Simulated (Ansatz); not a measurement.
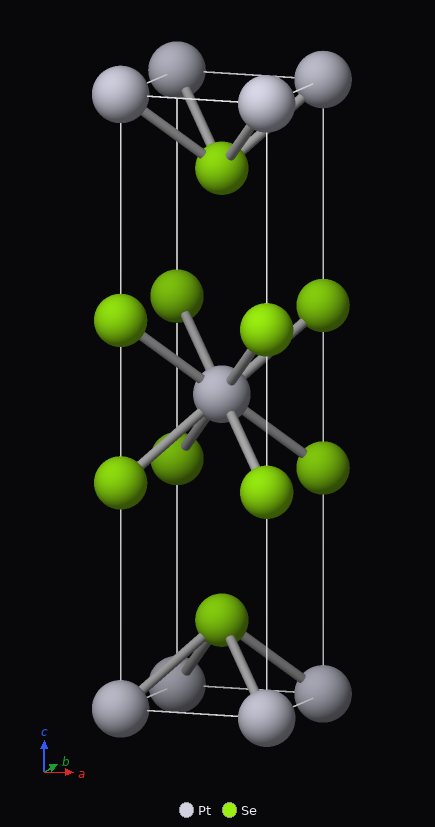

The structure above is drawn in ball-and-stick style and viewed slightly off an axis. Thin lines show the conventional unit cell, with boundary atoms drawn in all their periodic places.

Bonds shown: Pt–Se up to 3.33 Å (cut-off distances).

> What is the chemical formula?

PtSe2. The cell holds 2 Pt, 4 Se, counting shared atoms by their share.

> Lattice type?

Body-centred tetragonal.

> What does the coordination shell of Pt look like?

Each Pt has eight Se in a cubic arrangement.

> Describe the bonded network.

The bonds build PtSe2 layers parallel to (001).

The cell started as a textbook structure type filled with these elements (whether it is the usual form wasn't checked). Relaxation method: Ansatz 0.2.0, DFT PBE, scalar-relativistic, plane waves, PAW.
